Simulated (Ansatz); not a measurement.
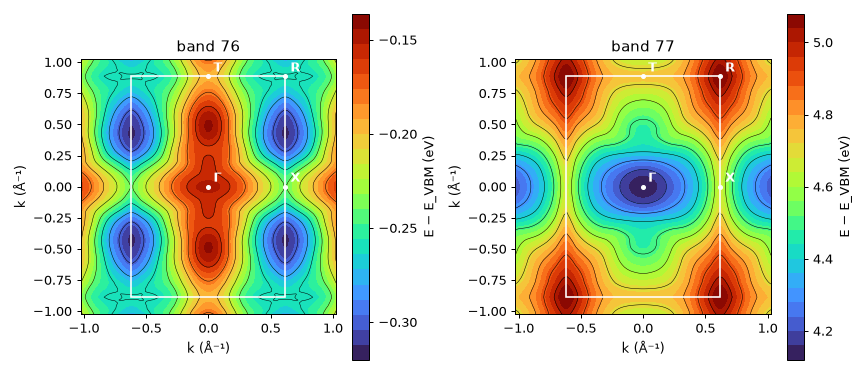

Two bands of HfO2 (space group P2_12_12, No. 18) over the plane through Γ, X and T: the highest mostly filled and the lowest mostly empty one.

Computed with DFT PBE, scalar-relativistic, plane waves, PAW; levels and slopes on a dense k mesh at the converged density in Ansatz. No spin polarisation. k mesh for the levels: 16×16×18. Unrelaxed database geometry (residual pressure 10 GPa). The cell comes from a database of computed structures, not from a measurement.

Q: Give both levels and their distance at the named points.

A:
```json
{"point": "Γ", "lower band (eV)": "−0.15", "upper band (eV)": "4.12", "distance (eV)": "4.27"}
{"point": "X", "lower band (eV)": "−0.24", "upper band (eV)": "4.66", "distance (eV)": "4.90"}
{"point": "T", "lower band (eV)": "−0.20", "upper band (eV)": "4.74", "distance (eV)": "4.94"}
{"point": "R", "lower band (eV)": "−0.26", "upper band (eV)": "5.08", "distance (eV)": "5.34"}
```

Q: Where are the band edges of the whole zone?

A: The valence band has one maximum at Z, principal masses 1.48, 1.90 and 4.02 mₑ; the conduction band has one minimum at Z, principal masses 0.73, 0.76 and 1.18 mₑ. The gap is direct, 3.86 eV at this level of theory, which underestimates gaps and can reorder valleys that lie close.

Spin-orbit coupling, left out here, can change the gap, its kind, the place of the band edges and the masses, since the compound holds Hf.
